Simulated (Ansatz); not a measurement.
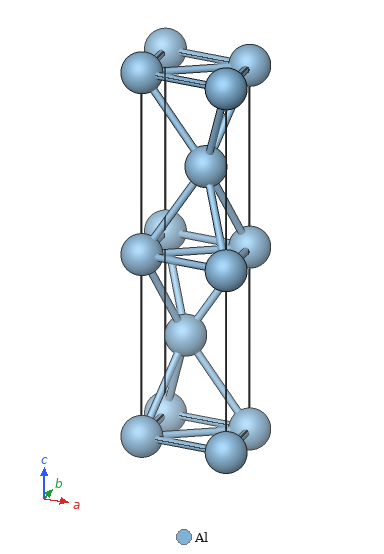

Crystal structure, ball-and-stick style, seen slightly off an axis. The parallelepiped is the conventional unit cell.

Al, space group P6_3/mmc (No. 194), a = 2.82 Å, b = 2.82 Å, c = 9.26 Å, α = 90.00°, β = 90.00°, γ = 120.00°.

Theory: DFT r2SCAN, scalar-relativistic, plane waves, PAW (Ansatz). Numerical settings: a kinetic-energy cutoff of 500 eV, a 12×12×4 sampling of the Brillouin zone, Gaussian smearing of 0.15 eV, no spin polarisation.

Question: What is the band gap, if any?

Answer: A metal: bands cross the Fermi level.

Question: Under what pressure is the structure?

Answer: The computed pressure is 0.0 GPa, close to zero. The stress isn't hydrostatic: its largest component is 0.9 GPa.

Provenance: a structure listed in the Materials Project. Earlier steps of the study, as a rule a relaxation of our own, may have changed the cell and positions, so they can lie some per cent off the listed ones. An electronic-structure calculation with Ansatz was run on it.
